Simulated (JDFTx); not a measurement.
**Geometry relaxation of GaAs (part 2 of 2)**

GaAs (F-43m, 2 atoms in the cell); Kohn-Sham DFT of a periodic cell, LDA, PseudoDojo-SR-LDA-0.4.1-standard, no spin polarisation (JDFTx 1.7.0 (patched build)); cutoff 1088.45 eV, 5×5×5 k-mesh, fermi-dirac of 0.05 eV. The structure derives from an entry of the Crystallography Open Database.

Geometry of the input (Å; fractional positions):
```
0.0000  2.8268  2.8268
2.8268  0.0000  2.8268
2.8268  2.8268  0.0000
As 0.7500  0.7500  0.7500
Ga 0.0000  0.0000  0.0000
```

Output, continued:
```
-------- Electronic minimization -----------
Will mix electronic density at each iteration.
	FillingsUpdate:  mu: +0.321423067  nElectrons: 28.000000
	FillingsUpdate:  mu: +0.338590774  nElectrons: 28.000000
SCF: Cycle:  0   F: -163.539300041573966   dF: -6.650e-04   |Residual|: 3.085e-03   |deigs|: 3.973e-04
	FillingsUpdate:  mu: +0.338263862  nElectrons: 28.000000
SCF: Cycle:  1   F: -163.539306886178281   dF: -6.845e-06   |Residual|: 1.289e-03   |deigs|: 8.157e-04
	FillingsUpdate:  mu: +0.337998473  nElectrons: 28.000000
SCF: Cycle:  2   F: -163.539309086039310   dF: -2.200e-06   |Residual|: 5.955e-04   |deigs|: 6.081e-04
	FillingsUpdate:  mu: +0.338002372  nElectrons: 28.000000
SCF: Cycle:  3   F: -163.539309237709887   dF: -1.517e-07   |Residual|: 2.377e-04   |deigs|: 8.858e-05
	FillingsUpdate:  mu: +0.337950550  nElectrons: 28.000000
SCF: Cycle:  4   F: -163.539309283412678   dF: -4.570e-08   |Residual|: 1.344e-04   |deigs|: 5.989e-05
	FillingsUpdate:  mu: +0.337950981  nElectrons: 28.000000
SCF: Cycle:  5   F: -163.539309292743638   dF: -9.331e-09   |Residual|: 2.463e-05   |deigs|: 1.965e-05
	FillingsUpdate:  mu: +0.337948438  nElectrons: 28.000000
SCF: Cycle:  6   F: -163.539309294912954   dF: -2.169e-09   |Residual|: 3.183e-05   |deigs|: 7.797e-06
	FillingsUpdate:  mu: +0.337948379  nElectrons: 28.000000
SCF: Cycle:  7   F: -163.539309295743578   dF: -8.306e-10   |Residual|: 8.427e-06   |deigs|: 5.236e-06
	FillingsUpdate:  mu: +0.337948238  nElectrons: 28.000000
SCF: Cycle:  8   F: -163.539309295965325   dF: -2.217e-10   |Residual|: 2.420e-06   |deigs|: 2.059e-06
	FillingsUpdate:  mu: +0.337948289  nElectrons: 28.000000
SCF: Cycle:  9   F: -163.539309296041296   dF: -7.597e-11   |Residual|: 1.278e-06   |deigs|: 7.568e-08
	FillingsUpdate:  mu: +0.337948166  nElectrons: 28.000000
SCF: Cycle: 10   F: -163.539309296066335   dF: -2.504e-11   |Residual|: 5.613e-07   |deigs|: 4.123e-07
SCF: Converged (|Delta E|<1.000000e-10 for 2 iters).

Setting wave functions to eigenvectors of Hamiltonian
# Lattice vectors:
R =
[            0      5.29053      5.29053  ]
[      5.29053            0      5.29053  ]
[      5.29053      5.29053            0  ]
unit cell volume = 296.16

# Strain tensor in Cartesian coordinates:
[  -0.00963036            0            0  ]
[            0  -0.00963036            0  ]
[            0            0  -0.00963036  ]

# Stress tensor in Cartesian coordinates [Eh/a0^3]:
[ -1.47232e-06            0            0  ]
[            0 -1.47232e-06            0  ]
[            0            0 -1.47232e-06  ]

# Ionic positions in cartesian coordinates:
ion As   7.935790737036454   7.935790737036454   7.935790737036454 1
ion Ga  -0.000000000000000   0.000000000000000   0.000000000000000 1

# Forces in Cartesian coordinates:
force As   0.000000000000000  -0.000000000000000  -0.000000000000000 1
force Ga  -0.000000000000000   0.000000000000000   0.000000000000000 1

# Energy components:
   Eewald =     -100.1408093283065028
       EH =       56.7689727691402055
     Eloc =     -144.7600227865947886
      Enl =      -88.8570146361055038
      Exc =      -43.9759975937659888
 Exc_core =       18.8206352018527241
       KE =      138.6049315054969782
-------------------------------------
     Etot =     -163.5393048682829260
       TS =        0.0000044277834213
-------------------------------------
        F =     -163.5393092960663353

LatticeMinimize: Iter:   2  F: -163.539309296066335  |grad|_K:  1.122e-04  alpha:  1.000e+00  linmin:  1.000e+00

#--- Lowdin population analysis ---
# oxidation-state As +0.001
# oxidation-state Ga +0.036

-------- Electronic minimization -----------
Will mix electronic density at each iteration.
	FillingsUpdate:  mu: +0.337948166  nElectrons: 28.000000
	FillingsUpdate:  mu: +0.337561236  nElectrons: 28.000000
SCF: Cycle:  0   F: -163.539309413981613   dF: -3.304e-07   |Residual|: 6.461e-05   |deigs|: 2.005e-07
	FillingsUpdate:  mu: +0.337568342  nElectrons: 28.000000
SCF: Cycle:  1   F: -163.539309421661983   dF: -7.680e-09   |Residual|: 2.903e-05   |deigs|: 1.687e-05
	FillingsUpdate:  mu: +0.337574520  nElectrons: 28.000000
SCF: Cycle:  2   F: -163.539309423174728   dF: -1.513e-09   |Residual|: 1.246e-05   |deigs|: 1.416e-05
	FillingsUpdate:  mu: +0.337574425  nElectrons: 28.000000
SCF: Cycle:  3   F: -163.539309423330593   dF: -1.559e-10   |Residual|: 7.467e-06   |deigs|: 1.187e-06
	FillingsUpdate:  mu: +0.337575922  nElectrons: 28.000000
SCF: Cycle:  4   F: -163.539309423384424   dF: -5.383e-11   |Residual|: 4.058e-06   |deigs|: 1.985e-06
	FillingsUpdate:  mu: +0.337575657  nElectrons: 28.000000
SCF: Cycle:  5   F: -163.539309423396929   dF: -1.251e-11   |Residual|: 9.469e-07   |deigs|: 5.221e-07
SCF: Converged (|Delta E|<1.000000e-10 for 2 iters).

Setting wave functions to eigenvectors of Hamiltonian
# Lattice vectors:
R =
[            0       5.2915       5.2915  ]
[       5.2915            0       5.2915  ]
[       5.2915       5.2915            0  ]
unit cell volume = 296.324

# Strain tensor in Cartesian coordinates:
[  -0.00944837            0            0  ]
[            0  -0.00944837            0  ]
[            0            0  -0.00944837  ]

# Stress tensor in Cartesian coordinates [Eh/a0^3]:
[ -6.50774e-08            0            0  ]
[            0 -6.50774e-08            0  ]
[            0            0 -6.50774e-08  ]

# Ionic positions in cartesian coordinates:
ion As   7.937249028809449   7.937249028809449   7.937249028809449 1
ion Ga  -0.000000000000000   0.000000000000000   0.000000000000000 1

# Forces in Cartesian coordinates:
force As   0.000000000000000  -0.000000000000000   0.000000000000000 1
force Ga   0.000000000000000  -0.000000000000000   0.000000000000000 1

# Energy components:
   Eewald =     -100.1224106970117589
       EH =       56.7802191049760623
     Eloc =     -144.7893176437979150
      Enl =      -88.8575165395314883
      Exc =      -43.9756843633788819
 Exc_core =       18.8206352020475762
       KE =      138.6047700967454830
-------------------------------------
     Etot =     -163.5393048399509439
       TS =        0.0000045834459910
-------------------------------------
        F =     -163.5393094233969293

LatticeMinimize: Iter:   3  F: -163.539309423396929  |grad|_K:  4.963e-06  alpha:  1.000e+00  linmin: -1.000e+00

#--- Lowdin population analysis ---
# oxidation-state As +0.001
# oxidation-state Ga +0.036

-------- Electronic minimization -----------
Will mix electronic density at each iteration.
	FillingsUpdate:  mu: +0.337575657  nElectrons: 28.000000
	FillingsUpdate:  mu: +0.337558859  nElectrons: 28.000000
SCF: Cycle:  0   F: -163.539309422981120   dF: -5.303e-11   |Residual|: 1.649e-06   |deigs|: 5.932e-09
	FillingsUpdate:  mu: +0.337559077  nElectrons: 28.000000
SCF: Cycle:  1   F: -163.539309423577834   dF: -5.967e-10   |Residual|: 1.650e-06   |deigs|: 4.539e-07
	FillingsUpdate:  mu: +0.337559183  nElectrons: 28.000000
SCF: Cycle:  2   F: -163.539309423579880   dF: -2.046e-12   |Residual|: 1.250e-06   |deigs|: 2.371e-07
	FillingsUpdate:  mu: +0.337559477  nElectrons: 28.000000
SCF: Cycle:  3   F: -163.539309423582267   dF: -2.387e-12   |Residual|: 4.025e-07   |deigs|: 6.513e-07
SCF: Converged (|Delta E|<1.000000e-10 for 2 iters).

Setting wave functions to eigenvectors of Hamiltonian
# Lattice vectors:
R =
[            0      5.29154      5.29154  ]
[      5.29154            0      5.29154  ]
[      5.29154      5.29154            0  ]
unit cell volume = 296.331

# Strain tensor in Cartesian coordinates:
[  -0.00944046            0            0  ]
[            0  -0.00944046            0  ]
[            0            0  -0.00944046  ]

# Stress tensor in Cartesian coordinates [Eh/a0^3]:
[  4.84098e-09            0            0  ]
[            0  4.84098e-09            0  ]
[            0            0  4.84098e-09  ]

# Ionic positions in cartesian coordinates:
ion As   7.937312389870161   7.937312389870161   7.937312389870161 1
ion Ga  -0.000000000000000   0.000000000000000   0.000000000000000 1

# Forces in Cartesian coordinates:
force As  -0.000000000000000  -0.000000000000000   0.000000000000000 1
force Ga   0.000000000000000   0.000000000000000  -0.000000000000000 1

# Energy components:
   Eewald =     -100.1216114513942159
       EH =       56.7807069893564247
     Eloc =     -144.7905891101172813
      Enl =      -88.8575348470029525
      Exc =      -43.9756703527599200
 Exc_core =       18.8206352020548238
       KE =      138.6047587366091420
-------------------------------------
     Etot =     -163.5393048332539934
       TS =        0.0000045903282683
-------------------------------------
        F =     -163.5393094235822673

LatticeMinimize: Iter:   4  F: -163.539309423582267  |grad|_K:  3.692e-07  alpha:  1.000e+00  linmin:  1.000e+00

#--- Lowdin population analysis ---
# oxidation-state As +0.001
# oxidation-state Ga +0.036

-------- Electronic minimization -----------
Will mix electronic density at each iteration.
	FillingsUpdate:  mu: +0.337559477  nElectrons: 28.000000
	FillingsUpdate:  mu: +0.337560596  nElectrons: 28.000000
SCF: Cycle:  0   F: -163.539309423581500   dF: +5.400e-13   |Residual|: 1.010e-07   |deigs|: 3.845e-09
	FillingsUpdate:  mu: +0.337560581  nElectrons: 28.000000
SCF: Cycle:  1   F: -163.539309423585053   dF: -3.553e-12   |Residual|: 1.090e-07   |deigs|: 3.223e-08
	FillingsUpdate:  mu: +0.337560583  nElectrons: 28.000000
SCF: Cycle:  2   F: -163.539309423584541   dF: +5.116e-13   |Residual|: 1.144e-07   |deigs|: 6.456e-09
	FillingsUpdate:  mu: +0.337560560  nElectrons: 28.000000
SCF: Cycle:  3   F: -163.539309423584200   dF: +3.411e-13   |Residual|: 4.792e-08   |deigs|: 4.285e-08
	FillingsUpdate:  mu: +0.337560552  nElectrons: 28.000000
SCF: Cycle:  4   F: -163.539309423584484   dF: -2.842e-13   |Residual|: 2.732e-08   |deigs|: 1.426e-08
SCF: Converged (|Residual|<1.000000e-07 for 2 iters).

Setting wave functions to eigenvectors of Hamiltonian
# Lattice vectors:
R =
[            0      5.29154      5.29154  ]
[      5.29154            0      5.29154  ]
[      5.29154      5.29154            0  ]
unit cell volume = 296.33

# Strain tensor in Cartesian coordinates:
[  -0.00944097            0            0  ]
[            0  -0.00944097            0  ]
[            0            0  -0.00944097  ]

# Stress tensor in Cartesian coordinates [Eh/a0^3]:
[ -2.42394e-10            0            0  ]
[            0 -2.42394e-10            0  ]
[            0            0 -2.42394e-10  ]

# Ionic positions in cartesian coordinates:
ion As   7.937308315246066   7.937308315246066   7.937308315246066 1
ion Ga  -0.000000000000000   0.000000000000000   0.000000000000000 1

# Forces in Cartesian coordinates:
force As  -0.000000000000000  -0.000000000000000   0.000000000000000 1
force Ga   0.000000000000000   0.000000000000000  -0.000000000000000 1

# Energy components:
   Eewald =     -100.1216628489106171
       EH =       56.7806750730895118
     Eloc =     -144.7905066880960590
      Enl =      -88.8575340596884331
      Exc =      -43.9756712220691028
 Exc_core =       18.8206352020543619
       KE =      138.6047597099201596
-------------------------------------
     Etot =     -163.5393048337001858
       TS =        0.0000045898842904
-------------------------------------
        F =     -163.5393094235844842

LatticeMinimize: Iter:   5  F: -163.539309423584484  |grad|_K:  1.848e-08  alpha:  1.000e+00  linmin:  1.000e+00
LatticeMinimize: Converged (|Delta F|<1.000000e-07 for 2 iters).

#--- Lowdin population analysis ---
# oxidation-state As +0.001
# oxidation-state Ga +0.036

Dumping 'run.eigStats' ...
	eMin: -0.971188 at state 7 ( [ +0.000000 +0.400000 +0.400000 ] spin 0 )
	HOMO: +0.327613 at state 0 ( [ +0.000000 +0.000000 +0.000000 ] spin 0 )
	mu  : +0.337561
	LUMO: +0.345474 at state 0 ( [ +0.000000 +0.000000 +0.000000 ] spin 0 )
	eMax: +0.843301 at state 9 ( [ +0.200000 +0.400000 -0.400000 ] spin 0 )
	HOMO-LUMO gap: +0.017861
	Optical gap  : +0.017861 at state 0 ( [ +0.000000 +0.000000 +0.000000 ] spin 0 )
Done!
```

Trajectory as extended XYZ (Å, eV, eV/Å), 6 frames, from step=0 to step=5:
```
2
Lattice="0.0000 2.8268 2.8268 2.8268 0.0000 2.8268 2.8268 2.8268 0.0000" Properties=species:S:1:pos:R:3:forces:R:3 step=0 energy=-4450.12294
As    4.2403    4.2403    4.2403    0.0000   0.0000   0.0000
Ga    0.0000    0.0000    0.0000    0.0000   0.0000   0.0000
2
Lattice="0.0000 2.8229 2.8229 2.8229 0.0000 2.8229 2.8229 2.8229 0.0000" Properties=species:S:1:pos:R:3:forces:R:3 step=1 energy=-4450.12523
As    4.2343    4.2343    4.2343    0.0000   0.0000   0.0000
Ga    0.0000    0.0000    0.0000    0.0000   0.0000   0.0000
2
Lattice="0.0000 2.7996 2.7996 2.7996 0.0000 2.7996 2.7996 2.7996 0.0000" Properties=species:S:1:pos:R:3:forces:R:3 step=2 energy=-4450.13131
As    4.1994    4.1994    4.1994    0.0000   0.0000   0.0000
Ga    0.0000    0.0000    0.0000    0.0000   0.0000   0.0000
2
Lattice="0.0000 2.8001 2.8001 2.8001 0.0000 2.8001 2.8001 2.8001 0.0000" Properties=species:S:1:pos:R:3:forces:R:3 step=3 energy=-4450.13132
As    4.2002    4.2002    4.2002    0.0000   0.0000   0.0000
Ga    0.0000    0.0000    0.0000    0.0000   0.0000   0.0000
2
Lattice="0.0000 2.8002 2.8002 2.8002 0.0000 2.8002 2.8002 2.8002 0.0000" Properties=species:S:1:pos:R:3:forces:R:3 step=4 energy=-4450.13132
As    4.2002    4.2002    4.2002    0.0000   0.0000   0.0000
Ga    0.0000    0.0000    0.0000    0.0000   0.0000   0.0000
2
Lattice="0.0000 2.8002 2.8002 2.8002 0.0000 2.8002 2.8002 2.8002 0.0000" Properties=species:S:1:pos:R:3:forces:R:3 step=5 energy=-4450.13132
As    4.2002    4.2002    4.2002    0.0000   0.0000   0.0000
Ga    0.0000    0.0000    0.0000    0.0000   0.0000   0.0000
```

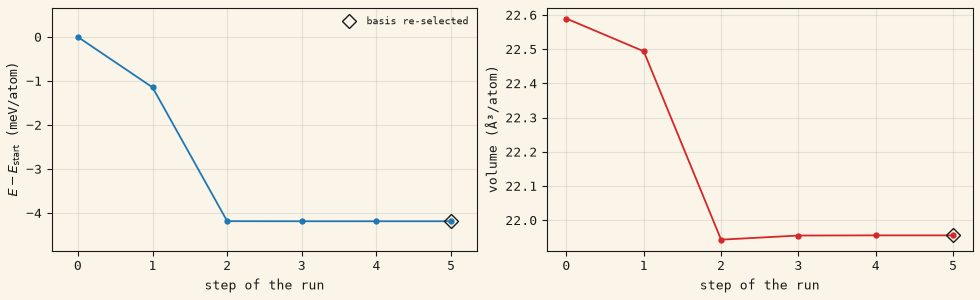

Figure 1. Progress of the relaxation, step by step (steps are counted from 0).

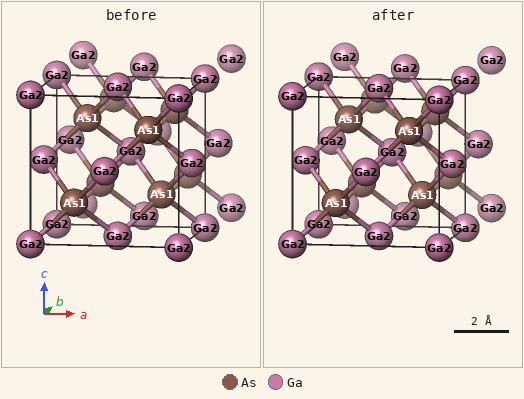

Figure 2. Before (left) and after (right) the relaxation, at one scale (ball-and-stick view of the cell 4 times as large as that of the calculation, set on its symmetry axes, repeated 1 × 2 × 1, seen slightly off an axis). The atoms keep their places relative to the cell (all moves are under 0.005 Å). The volume changes by −2.8 %, with a = b = c 5.654 → 5.600 Å (−0.9 %). Among the contacts that change: As1–Ga2 2.448 → 2.425 Å. The space group stays F-43m (No. 216). The energy falls by 4.2 meV per atom in 4 geometry steps. All forces vanish by symmetry, so only the cell relaxes. A last SCF at the same geometry on a re-selected plane-wave basis shifts the energy by next to nothing (0.0 meV per atom). (Atoms are counted from 1 in the order of the input.)

Results in brief:

```json
{"quantity": "outcome", "value": "converged"}
{"quantity": "space group (tolerance 0.01 Å)", "value": "F-43m (216)"}
{"quantity": "electrons treated", "value": "28"}
{"quantity": "free energy", "value": "−4450.1313 eV"}
{"quantity": "Fermi energy", "value": "9.185 eV"}
{"quantity": "gap on the k-point mesh", "value": "0.49 eV"}
{"quantity": "pressure", "value": "0.00 GPa"}
{"quantity": "final volume", "value": "43.91 Å³"}
{"quantity": "largest force (length of the vector) at the end", "value": "under 0.001 eV/Å"}
{"quantity": "final cell", "value": "a = 3.960 Å, b = 3.960 Å, c = 3.960 Å, α = 60.00°, β = 60.00°, γ = 60.00°"}
{"quantity": "hardware", "value": "1 thread of Intel Xeon (Sapphire Rapids), 64 GiB of memory available, shared host"}
{"quantity": "wall time", "value": "1.8 min"}
{"quantity": "peak memory", "value": "0.13 GiB"}
```

Points of doubt noted for this run: coarse mesh.
